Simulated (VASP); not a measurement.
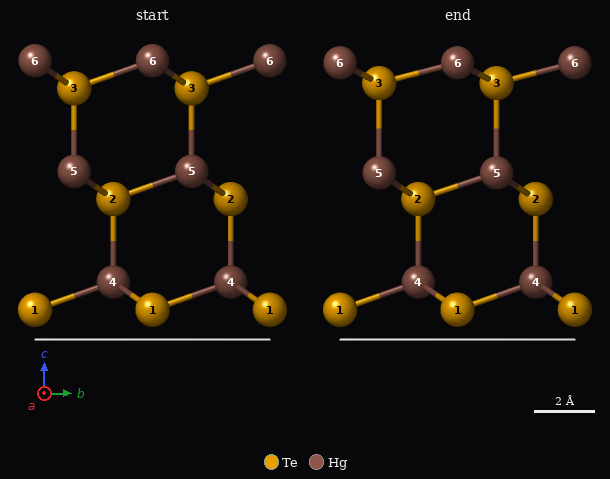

The structure of a slab of composition HgTe before (left) and after (right) a relaxation, at one scale.

A ball-and-stick model of the 2 × 2 repeat of the cell, outlined in the plane, without the vacuum, seen along the a axis.

The run lets the atoms move in a fixed cell. 3 atoms are held fixed.

Method: Kohn-Sham DFT of a periodic cell, PBE with D4, VASP PAW PBE potentials, recommended (VASP).

Input file:
```
SYSTEM = HgTe
  PREC = Accurate
  ENCUT = 520
  EDIFF = 1E-6
  ISMEAR = 0
  SIGMA = 0.05
  LREAL = .FALSE.
  LASPH = .TRUE.
  NELM = 80
  ALGO = Normal
  ISIF = 2
  LWAVE = .FALSE.
  LCHARG = .FALSE.
  LDIPOL = .TRUE.
  IDIPOL = 3
  DIPOL = 0.5 0.5 0.500
  GGA = PE
  IVDW = 13
  IBRION = 2
  NSW = 40
  EDIFFG = -0.01
```

Run as
```bash
cat potpaw_PBE.64/Te/POTCAR potpaw_PBE.64/Hg/POTCAR > POTCAR
mpirun -np 1 vasp_std > vasp.out
```

> What changed between the two?

Te3 moves most: 0.18 Å along the normal (+c). By element the largest moves are Te 0.18 Å, Hg 0.07 Å. The lattice vectors keep their values. Some distances before and after: Te3–Hg5 2.792 → 3.018 Å, Te3–Hg6 2.792 → 2.719 Å, Te2–Hg5 2.792 → 2.775 Å. Bond angles that change, for instance: Hg5–Te3–Hg6 109.5° → 104.6°, Hg6–Te3–Hg6 109.5° → 113.9°, Te3–Hg6–Te3 109.5° → 113.9°. The energy falls by 78.2 meV per cell of the calculation in 11 geometry steps. The largest force component goes from 0.81 to 0.62 eV/Å. It ran on 1 thread of Intel(R) Xeon(R) 6975P-C (Granite Rapids), on a shared host.
